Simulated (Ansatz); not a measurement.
**Nudged elastic band of Al$_{27}$N (part 2 of 2)**

Al$_{27}$N (defect cell, 28 atoms in the cell); DFT PBE, scalar-relativistic, plane waves, PAW, no spin polarisation (Ansatz 0.2.0); cutoff 420 eV, 3×3×3 k-mesh, Gaussian smearing of 0.1 eV. The structure derives from a Materials Project entry. It belongs to a series of runs on one base structure; here: climbing-image band for the jump of N by 2.04 A.

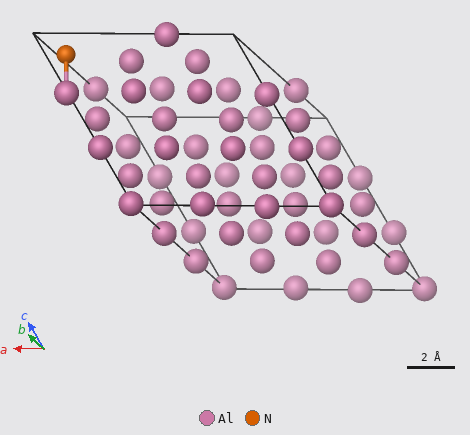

The structure as given in the input (ball-and-stick view of the cell of the calculation, seen at an oblique angle; bonded neighbours outside the cell are drawn too).

```
SCF converged after 5 iterations
Free energy (F): -14895.756909 eV
Harris-Foulkes:  -14895.756909 eV  (|F-HF|=3.36e-9)
Internal energy: -14895.691065 eV  (E = F + TS)
E sigma→0 (E₀):  -14895.723987 eV
Entropy (-TS):   -0.065843 eV (-2.352 meV/atom)
Fermi energy:    8.147027 eV
--- Per-component energies (eV) ---
  E_band       = 290.698135
  E_kinetic    = 754.947367
  E_local      = -130.158708  (includes V_loc(G=0)·N_el)
  E_nonlocal   = 325.274521
  E_hartree    = 160.817149
  E_xc         = -1136.107322
  E_vxc        = -862.526983  (∫ρ·V_xc dr)
  E_paw        = -12746.081710  (= ΣΔE_a)
  E_vpaw       = -118.473001  (= ΣTr[D̂ρ^β])
  E_aug_tail   = 0.000035  (compensation charges beyond the density's cutoff)
  E_ewald      = -2124.382396
  E_smearing   = -0.065843  (= −TS)
  E_closure    = 0.000000  (closes the sum)
  Σ components = -14895.756909   (vs F -14895.756909, Δ=0.00e0)
--- Forces (eV/Å), atoms counted from 1 ---
  atom   1  Al    -0.00252796     0.00001966    -0.00004949
  atom   2  Al     0.00003922     0.00145808     0.00003858
  atom   3  Al     0.00174307     0.00045224     0.00030898
  atom   4  Al     0.00002220     0.00010531     0.00147338
  atom   5  Al     0.00017853     0.00075294     0.00080657
  atom   6  Al    -0.00542844     0.00014459    -0.00023710
  atom   7  Al     0.00178402     0.00039588     0.00053726
  atom   8  Al    -0.00579569    -0.00039140     0.00041842
  atom   9  Al    -0.00001597     0.00537413     0.00555259
  atom  10  Al    -0.00008520     0.00074373     0.00079132
  atom  11  Al    -0.00001299    -0.00086328     0.00086084
  atom  12  Al     0.00176397    -0.00035794    -0.00051877
  atom  13  Al    -0.00001657     0.00089892    -0.00085659
  atom  14  Al     0.00005616    -0.00075571    -0.00075432
  atom  15  Al    -0.00179897     0.00042784     0.00060010
  atom  16  Al     0.00176204    -0.00048122    -0.00043140
  atom  17  Al    -0.00173305     0.00050360     0.00035069
  atom  18  Al    -0.00002181     0.00026412    -0.00018832
  atom  19  Al    -0.00019413    -0.00077671    -0.00077564
  atom  20  Al    -0.00003557    -0.00006101    -0.00143809
  atom  21  Al     0.00559986    -0.00038221     0.00046539
  atom  22  Al    -0.00005884    -0.00142455    -0.00011195
  atom  23  Al     0.00263322     0.00000536    -0.00005272
  atom  24  Al    -0.00172711    -0.00051557    -0.00037956
  atom  25  Al     0.00509836     0.00009279    -0.00013870
  atom  26  Al    -0.00171681    -0.00032159    -0.00054260
  atom  27  Al     0.00071883    -0.00590480    -0.00434362
  atom  28  N     -0.00022898     0.00059652    -0.00138615
  max |Σ_I F_I| component: 1.40e-6 eV/Å
--- Band table (eV; the first three rows and the last of 14) ---
  k-point 0: bands = ["-8.0046", "-2.7852", "-0.6568", "-0.3561", "-0.3324", "-0.1910", "-0.0320", "0.0253", "0.0864", "0.5015", "0.6241", "0.6958", "0.7992", "0.8785", "0.9082", "2.5474", "2.6303", "3.0977", "3.4743", "4.6047", "4.6799", "4.7119", "4.7296", "4.7388", "4.8128", "4.8208", "4.8337", "5.5158", "5.7052", "5.8869", "6.0647", "6.8425", "6.9136", "6.9422", "6.9972", "7.0098", "7.0416", "7.0785", "7.1295", "7.1485", "7.2349", "7.6396", "8.2150", "8.2537", "8.3786", "8.3807", "8.3962", "8.4610", "8.5115", "8.5183", "8.5357", "8.5370", "8.5407", "8.5512", "8.5519", "8.5777", "8.5902", "8.6084", "8.7118", "10.7243", "10.8329", "11.0162", "11.6734", "12.3746", "12.5120", "12.7335", "12.7421", "12.9088", "13.1191", "14.0689", "14.1232"]
  k-point 1: bands = ["-8.0031", "-2.5434", "-1.5802", "-0.6920", "-0.5198", "-0.2223", "-0.1295", "-0.1209", "0.1433", "0.6902", "0.8482", "1.2119", "1.5574", "2.0163", "2.2344", "2.3676", "2.4835", "2.5784", "3.3291", "3.4741", "3.7772", "4.0199", "4.7208", "4.7836", "4.9995", "5.0332", "5.0577", "5.0966", "5.4403", "5.5737", "5.6853", "5.7520", "5.9901", "6.0204", "6.0634", "6.6133", "6.7039", "7.0570", "7.3549", "7.3829", "7.4525", "7.6111", "7.6616", "7.9377", "8.1400", "8.4755", "8.8442", "9.1814", "9.2016", "9.2642", "9.9622", "10.0018", "10.0218", "10.0970", "10.1127", "10.1459", "10.2796", "10.2952", "10.3852", "10.7752", "11.0303", "11.0594", "11.1042", "11.2401", "11.5402", "11.6191", "11.7187", "12.3103", "12.3113", "12.4159", "12.5709"]
  k-point 2: bands = ["-8.0032", "-2.5172", "-1.5845", "-0.7959", "-0.5641", "-0.2002", "-0.1883", "-0.1726", "0.3504", "0.7217", "0.7973", "1.4423", "1.7084", "1.9013", "2.1224", "2.3736", "2.5191", "2.5699", "3.0074", "3.4657", "3.5922", "4.3109", "4.6494", "4.7780", "4.9696", "4.9904", "5.0365", "5.1288", "5.4392", "5.6482", "5.7236", "5.9190", "5.9587", "6.0041", "6.0650", "6.6099", "6.8211", "7.0483", "7.3905", "7.4076", "7.4833", "7.5019", "7.5430", "8.0149", "8.1710", "8.4535", "8.7598", "9.1528", "9.2987", "9.4566", "9.9281", "9.9906", "10.0080", "10.0977", "10.1191", "10.1544", "10.2256", "10.2760", "10.4737", "10.7391", "10.8659", "10.9544", "11.1097", "11.2456", "11.4733", "11.6387", "11.6671", "12.2035", "12.3104", "12.3651", "12.5688"]
  k-point 13: bands = ["-8.0021", "-2.1136", "-1.8892", "-1.4438", "-0.9952", "-0.5004", "0.2313", "0.4284", "0.6170", "0.7844", "1.2624", "1.3640", "1.7546", "2.2087", "2.4345", "2.5706", "3.0380", "3.2158", "3.2355", "3.3391", "3.3721", "3.3963", "3.9050", "3.9924", "4.0547", "4.1885", "4.5744", "4.9819", "5.0853", "5.3910", "5.7038", "5.7232", "5.9600", "5.9931", "6.1132", "6.9969", "7.0795", "7.2298", "7.8937", "7.9541", "8.0628", "8.1472", "8.3330", "8.3574", "8.4810", "8.7810", "8.8870", "9.0121", "9.0819", "9.3180", "9.3746", "9.6999", "9.8978", "9.9611", "10.0712", "10.3426", "10.3992", "10.4620", "10.8092", "11.0216", "11.0996", "11.3780", "11.5845", "11.7329", "11.7870", "12.0799", "12.2344", "12.3314", "12.5022", "12.5349", "12.5820"]
this run last wrote the band of iteration 6 to [file]
--- NEB band (7 images, 6 band iterations, 195 SCF iterations) ---
  forward barrier  = 1.094381 eV
  backward barrier = 1.094381 eV
  lagrangian_above_aufbau_ev (what the smearing adds, to first order; not taken off the barriers): saddle image -0.042702 eV, end points -0.066103 and -0.066103 eV
  climbing image's point = of an order that was not read
  energies are F+E_penalty+E_count in eV, relative to image 0
  image     s (Å)  Δ vs image 0  max|band force component| (eV/Å)
      0    0.0000      0.000000                                 —
      1    0.4394      0.175823                          3.222e-3
      2    0.8787      0.678227                          9.348e-3
  *   3    1.3181      1.094381                          5.905e-3
      4    1.7588      0.676186                          9.457e-3
      5    2.1995      0.173610                          3.027e-3
      6    2.6402      0.000000                                 —
  climbing-image geometry (image 3):
  cell:  # Å, volume = 445.6260 Å³
    - [-6.0624313821, -6.0624313821, 0.0]
    - [-6.0624313821, 0.0, -6.0624313821]
    - [0.0, -6.0624313821, -6.0624313821]
  atoms:
    - { symbol: Al, position: [0.6659005099132242, 0.6663607499899371, 0.666164607386386] }
    - { symbol: Al, position: [0.34059136904779785, 0.659104950257585, 0.6572540750609517] }
    - { symbol: Al, position: [0.006045885055949607, 0.6583373151929457, 0.6656528774608055] }
    - { symbol: Al, position: [0.6585835122638364, 0.341109388808974, 0.6572374376739821] }
    - { symbol: Al, position: [0.32413676537610037, 0.3246551399393881, 0.6702523830045665] }
    - { symbol: Al, position: [-0.01681760711168795, 0.3158321734636291, 0.6827805705032026] }
    - { symbol: Al, position: [0.6578662544067161, 0.006556209291624593, 0.6656469070832779] }
    - { symbol: Al, position: [0.3154008692966592, -0.016299701120036536, 0.682751398535602] }
    - { symbol: Al, position: [-0.00034662501267984647, 3.038363276280931e-5, 0.6218095799547931] }
    - { symbol: Al, position: [0.6750422685464685, 0.675558912549308, 0.3193464985796351] }
    - { symbol: Al, position: [0.3378221034158371, 0.661872374913484, 0.3324483508819142] }
    - { symbol: Al, position: [0.006045495552267466, 0.6583675457368157, 0.33452336568101704] }
    - { symbol: Al, position: [0.6613541847600967, 0.3383401059221706, 0.3324529626353215] }
    - { symbol: Al, position: [0.32413119071085855, 0.32465177558685504, 0.3455580498971061] }
    - { symbol: Al, position: [-0.006864041752631167, 0.3418277574772858, 0.33038371948597445] }
    - { symbol: Al, position: [0.6578581921792205, 0.006558207658681509, 0.3345341448634962] }
    - { symbol: Al, position: [0.341355721935423, -0.006351963984620651, 0.3303495733859594] }
    - { symbol: Al, position: [-0.00039229061864659576, 9.135209826321988e-5, 0.332448706551735] }
    - { symbol: Al, position: [0.6750366711790168, 0.6755558170903566, -0.005351694644618987] }
    - { symbol: Al, position: [0.3405804296445506, 0.659114471027286, 0.007645419836602496] }
    - { symbol: Al, position: [0.015986627214324423, 0.6843023866104798, -0.017837528325665097] }
    - { symbol: Al, position: [0.6585740189529175, 0.34111723294545054, 0.007667022198078521] }
    - { symbol: Al, position: [0.3333313155473896, 0.33380293339970935, -0.0012682173500768446] }
    - { symbol: Al, position: [-0.006863241752354532, 0.34185808766066966, -0.0007470225552029253] }
    - { symbol: Al, position: [0.6838488496288759, 0.016507751885737876, -0.017885758552604058] }
    - { symbol: Al, position: [0.34134721978858396, -0.006348672467842183, -0.0007611298850006289] }
    - { symbol: Al, position: [-0.0004126767432714104, 0.00015112580036281964, 0.04307463979261615] }
    - { symbol: N, position: [0.9995339115251567, 1.0001705247327375, 0.8324435763601447] }
```

### The last band as extended XYZ (Å, eV, eV/Å)
```
28
Lattice="-6.0624 -6.0624 0.0000 -6.0624 0.0000 -6.0624 0.0000 -6.0624 -6.0624" Properties=species:S:1:pos:R:3:forces:R:3 image=0 energy=-14896.85129
Al   -8.0746   -8.0769   -8.0769   -0.0047   0.0017   0.0056
Al   -6.0487   -6.0527   -8.0513    0.0063   0.0055   0.0038
Al   -4.0362   -4.0417   -8.0505   -0.0050   0.0000   0.0008
Al   -6.0462   -8.0481   -6.0531   -0.0068  -0.0015  -0.0012
Al   -4.0397   -6.0501   -6.0490    0.0078  -0.0007  -0.0126
Al   -2.0401   -4.0427   -6.0531    0.0015   0.0049   0.0020
Al   -4.0362   -8.0487   -4.0423    0.0008   0.0001   0.0036
Al   -2.0387   -6.0527   -4.0408   -0.0031   0.0031  -0.0045
Al   -0.0621   -3.9640   -3.9664    0.0112  -0.0108  -0.0080
Al   -8.0445   -6.0496   -6.0517   -0.0033  -0.0110  -0.0090
Al   -6.0478   -4.0413   -6.0475    0.0038  -0.0033  -0.0157
Al   -4.0398   -2.0457   -6.0500    0.0152   0.0040  -0.0150
Al   -6.0468   -6.0473   -4.0422    0.0032  -0.0055  -0.0042
Al   -4.0417   -4.0417   -4.0416    0.0123  -0.0025  -0.0040
Al   -2.0084   -2.0155   -4.0686   -0.0094  -0.0005   0.0022
Al   -4.0374   -6.0504   -2.0440    0.0070  -0.0089   0.0028
Al   -2.0106   -4.0673   -2.0173   -0.0015   0.0092   0.0056
Al    0.0414   -2.0151   -2.0190   -0.0045  -0.0025   0.0112
Al   -8.0476   -4.0389   -4.0402    0.0019   0.0004   0.0007
Al   -6.0496   -2.0417   -4.0400   -0.0003  -0.0018  -0.0001
Al   -3.9605   -0.0678   -3.9717   -0.0038   0.0108   0.0128
Al   -6.0494   -4.0388   -2.0417   -0.0012   0.0002  -0.0013
Al   -4.0616   -2.0155   -2.0188    0.0089   0.0077   0.0095
Al   -2.0089    0.0364   -2.0190   -0.0119  -0.0095   0.0123
Al   -3.9601   -3.9636   -0.0662   -0.0002   0.0031  -0.0022
Al   -2.0092   -2.0155    0.0340   -0.0076   0.0059  -0.0082
Al   -0.0581   -0.0676   -0.0658   -0.0066   0.0107   0.0014
N   -11.1047  -11.1062  -11.1106   -0.0098  -0.0083   0.0118
28
Lattice="-6.0624 -6.0624 0.0000 -6.0624 0.0000 -6.0624 0.0000 -6.0624 -6.0624" Properties=species:S:1:pos:R:3:forces:R:3 image=3 energy=-14895.75691
Al   -8.0767   -8.0756   -8.0783   -0.0025   0.0000   0.0000
Al   -6.0606   -6.0494   -7.9803    0.0000   0.0015   0.0000
Al   -4.0278   -4.0721   -8.0266    0.0017   0.0005   0.0003
Al   -6.0606   -7.9771   -6.0524    0.0000   0.0001   0.0015
Al   -3.9333   -6.0284   -6.0316    0.0002   0.0008   0.0008
Al   -1.8128   -4.0374   -6.0540   -0.0054   0.0001  -0.0002
Al   -4.0280   -8.0237   -4.0752    0.0018   0.0004   0.0005
Al   -1.8133   -6.0512   -4.0403   -0.0058  -0.0004   0.0004
Al    0.0019   -3.7676   -3.7699    0.0000   0.0054   0.0056
Al   -8.1879   -6.0284   -6.0315   -0.0001   0.0007   0.0008
Al   -6.0606   -4.0635   -6.0280    0.0000  -0.0009   0.0009
Al   -4.0280   -2.0647   -6.0193    0.0018  -0.0004  -0.0005
Al   -6.0606   -6.0249   -4.0666    0.0000   0.0009  -0.0009
Al   -3.9332   -4.0599   -4.0631    0.0001  -0.0008  -0.0008
Al   -2.0307   -1.9613   -4.0752   -0.0018   0.0004   0.0006
Al   -4.0280   -6.0163   -2.0678    0.0018  -0.0005  -0.0004
Al   -2.0309   -4.0722   -1.9642   -0.0017   0.0005   0.0004
Al    0.0018   -2.0131   -2.0160    0.0000   0.0003  -0.0002
Al   -8.1879   -4.0599   -4.0631   -0.0002  -0.0008  -0.0008
Al   -6.0606   -2.1111   -4.0422    0.0000  -0.0001  -0.0014
Al   -4.2455    0.0112   -4.0404    0.0056  -0.0004   0.0005
Al   -6.0606   -4.0390   -2.1145   -0.0001  -0.0014  -0.0001
Al   -4.0445   -2.0131   -2.0160    0.0026   0.0000  -0.0001
Al   -2.0309    0.0461   -2.0680   -0.0017  -0.0005  -0.0004
Al   -4.2459   -4.0374    0.0084    0.0051   0.0001  -0.0001
Al   -2.0309   -2.0648    0.0431   -0.0017  -0.0003  -0.0005
Al    0.0016   -0.2586   -0.2621    0.0007  -0.0059  -0.0043
N   -12.1231  -11.1062  -11.1101   -0.0002   0.0006  -0.0014
28
Lattice="-6.0624 -6.0624 0.0000 -6.0624 0.0000 -6.0624 0.0000 -6.0624 -6.0624" Properties=species:S:1:pos:R:3:forces:R:3 image=6 energy=-14896.85129
Al   -8.0576   -8.0731   -8.0797   -0.0092  -0.0015   0.0056
Al   -6.0722   -6.0487   -8.0513   -0.0055   0.0063   0.0038
Al   -4.0469   -4.0616   -8.0812   -0.0077   0.0089   0.0095
Al   -6.0752   -8.0445   -6.0517    0.0110  -0.0033  -0.0090
Al   -4.0768   -6.0462   -6.0531    0.0015  -0.0068  -0.0012
Al   -2.0988   -3.9601   -6.1286   -0.0031  -0.0002  -0.0022
Al   -4.0469   -8.0709   -4.0686    0.0005  -0.0094   0.0022
Al   -2.0984   -6.1246   -3.9664    0.0108   0.0112  -0.0080
Al    0.0678   -3.9605   -3.9717   -0.0108  -0.0038   0.0128
Al   -8.0835   -6.0478   -6.0475    0.0033   0.0038  -0.0157
Al   -6.0748   -4.0397   -6.0490    0.0007   0.0078  -0.0126
Al   -4.0470   -2.0092   -6.0284   -0.0059  -0.0076  -0.0082
Al   -6.0775   -6.0468   -4.0422    0.0055   0.0032  -0.0042
Al   -4.0761   -4.0362   -4.0423   -0.0001   0.0008   0.0036
Al   -2.0235   -1.9852   -4.0402   -0.0004   0.0019   0.0007
Al   -4.0474   -6.0210   -2.0190    0.0025  -0.0045   0.0112
Al   -2.0207   -4.0362   -1.9881    0.0000  -0.0050   0.0008
Al   -0.0364   -2.0089   -2.0190    0.0095  -0.0119   0.0123
Al   -8.0831   -4.0417   -4.0416    0.0025   0.0123  -0.0040
Al   -6.0722   -2.0387   -4.0408   -0.0031  -0.0031  -0.0045
Al   -4.0207    0.0128   -4.0400    0.0018  -0.0003  -0.0001
Al   -6.0745   -4.0374   -2.0440    0.0089   0.0070   0.0028
Al   -4.0479   -2.0122   -2.0145   -0.0017  -0.0047   0.0056
Al   -2.0236    0.0130   -2.0417   -0.0002  -0.0012  -0.0013
Al   -4.0167   -4.0398    0.0124   -0.0040   0.0152  -0.0150
Al   -2.0198   -2.0401    0.0093   -0.0049   0.0015   0.0020
Al    0.0676   -0.0581   -0.0658   -0.0107  -0.0066   0.0014
N   -13.1435  -11.1047  -11.1106    0.0083  -0.0098   0.0118
```

### Results in brief

| quantity | value |
| --- | --- |
| outcome | converged |
| barrier, forward | 1.094 eV |
| barrier, backward | 1.094 eV |
| electrons treated | 86 |
| wall time | 8.6 min (CPU time 23 min) |
| peak memory | 2.9 GiB |

### Remarks

The order of the saddle point was not checked.
